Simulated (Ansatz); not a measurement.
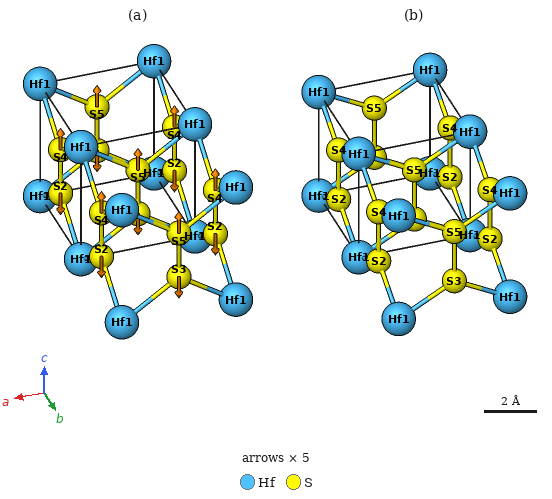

The structure of crystalline HfS4 (a generated structure, set up in P4/mmm) (coarse preliminary run) before (left) and after (right) a relaxation, at one scale. The orange arrows give the displacements (the part carried along by the change of the cell is left out), 5 times their true length.

Style: ball-and-stick. Shown: the cell of the calculation, repeated 1 × 2 × 1 with one cell outlined, from a free direction.

Theory: DFT PBE, scalar-relativistic, plane waves, PAW in Ansatz 0.2.0.

Input file:
```yaml
crystal:
  lattice:
    - [4.73616044, 0.0, 0.0]
    - [0.0, 4.73616044, 0.0]
    - [0.0, 0.0, 5.26889422]
  atoms:
    - { symbol: Hf, position: [0.0, 0.0, 0.0] }
    - { symbol: S, position: [0.0, 0.5, 0.30475215] }
    - { symbol: S, position: [0.5, 0.0, 0.30475215] }
    - { symbol: S, position: [0.0, 0.5, 0.69524785] }
    - { symbol: S, position: [0.5, 0.0, 0.69524785] }
basis:
  ecutwfc: 420
kpoints:
  mp_grid: { grid: [4, 4, 4] }
hamiltonian:
  xc: pbe
scf:
  occupations: { method: gaussian, width: 0.1 }
  lower_state_search: "off"
output:
  forces: true
  stress: true
  eigenvalues: true
relax:
  adjacent_minimum: "off"
  f_tol: 0.04
  max_steps: 70
  cell: { stress_tol: 0.4 }
```

Command:
```bash
ansatz run input.yaml --threads 1 --pin off --max-ram 2048MiB --backend cpu --events-out ev --progress --plain --runs-dir out
```

**Summarise the run.**

The largest moves relative to the cell, 0.21 Å, are those of S2, S3, S4 and S5. S4 goes along +c. Hf stays in place. The drawn cell changes as follows: a = b 4.736 → 4.630 Å (−2.2 %), c 5.269 → 4.859 Å (−7.8 %); the volume changes by −11.9 %. Some distances before and after: S2–S4 3.211 → 2.549 Å, S2–S4 (another image) 2.057 → 2.310 Å, Hf1–S2 2.861 → 2.643 Å. Among the angles between lasting bonds that change: Hf1–S3–Hf1 111.7° → 122.3°, Hf1–S3–S5 124.1° → 118.8°. The space group stays P4/mmm (No. 123). The energy falls by 251 meV per atom in 6 accepted moves (7 points after the start). The largest force component goes from 1.7 to 0.019 eV/Å. The pressure goes from −7.96 to 0.06 GPa. The SCF was repeated once at an unchanged geometry on a basis and grid sized afresh for the cell, which shifted the energy by 0.2 meV per atom at most.
